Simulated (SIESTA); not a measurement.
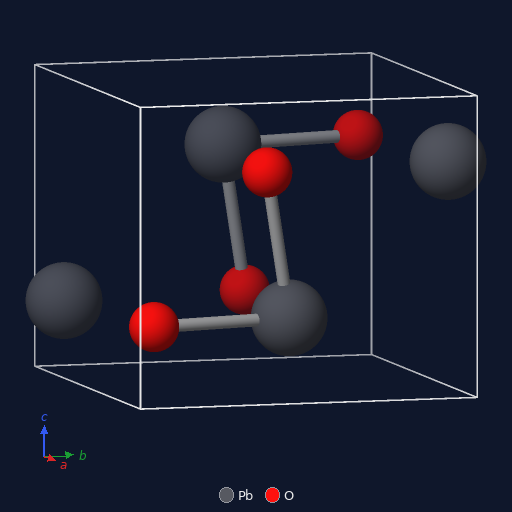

System: PbO, space group Pbcm (No. 57). The picture shows the conventional cell.

The given structure:
```xyz
8
Lattice="5.8760 0.0000 0.0000 0.0000 5.4760 0.0000 0.0000 0.0000 4.7430" Properties=species:S:1:pos:R:3 pbc="T T T"
Pb    4.5186    2.8147    1.1858
Pb    1.3574    2.6613    3.5573
Pb    4.5186    5.3993    3.5573
Pb    1.3574    0.0767    1.1858
O     0.7756    3.1870    1.1858
O     5.1004    2.2890    3.5573
O     0.7756    5.0270    3.5573
O     5.1004    0.4490    1.1858
```

How it was computed, with SIESTA 5.4.2: DFT in numerical atomic orbitals with pseudopotentials, no spin polarisation; energies at scaled volumes of the given cell, shape and fractions fixed, counted from the fit's minimum, third-order Birch-Murnaghan fit. Level: PBEsol.

```
         setting                                                                     value
          k mesh                                                                     4×4×4
     occupations                                                               Fermi–Dirac
  smearing width                                                                   0.05 eV
      potentials  PseudoDojo 0.4 standard, converted to PSML, two zetas on semicore shells
program settings                                             basis DZP, mesh cutoff 800 Ry
```

Predict the energy and pressure against volume. The volume takes the values 17.93, 18.31, 18.70, 19.08, 19.46, 19.84, 20.22 Å³/atom.

A third-order Birch–Murnaghan fit gives V0 = 19.23 Å³/atom, B0 = 89.9 GPa and B′ = 4.4. The energy is 28.01 meV/atom at volume 17.93 Å³/atom and 13.01 meV/atom at 20.22 Å³/atom; the lowest computed point is at volume 19.08 Å³/atom (0.35 meV/atom), and no other minimum shows. The pressure falls from 7.36 GPa at volume 17.93 Å³/atom to −3.99 GPa at 20.22 Å³/atom, and changes sign near 19.24 Å³/atom.

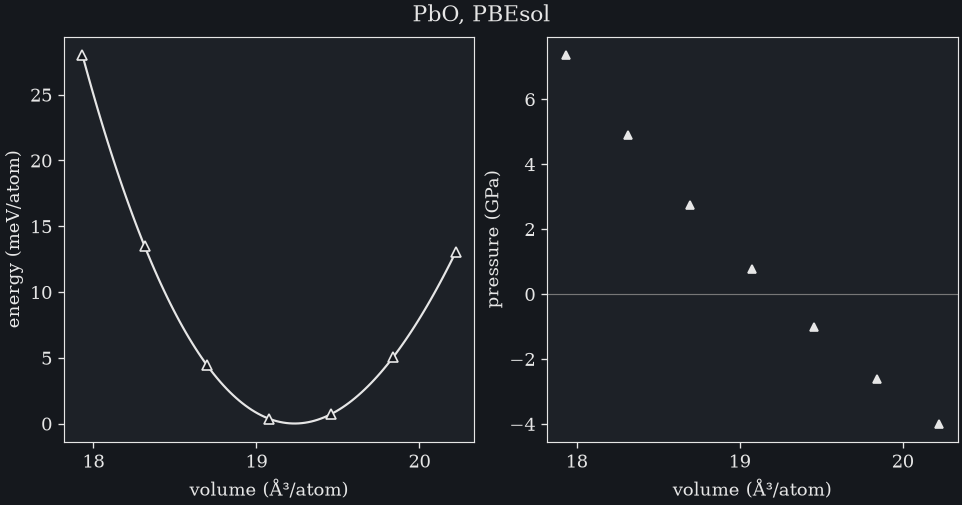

Caveats: mulliken charges of long orbitals; spin-orbit coupling left out, heavy elements; shape and atomic fractions are frozen while scaling, which makes layered, chain and framework solids too stiff.
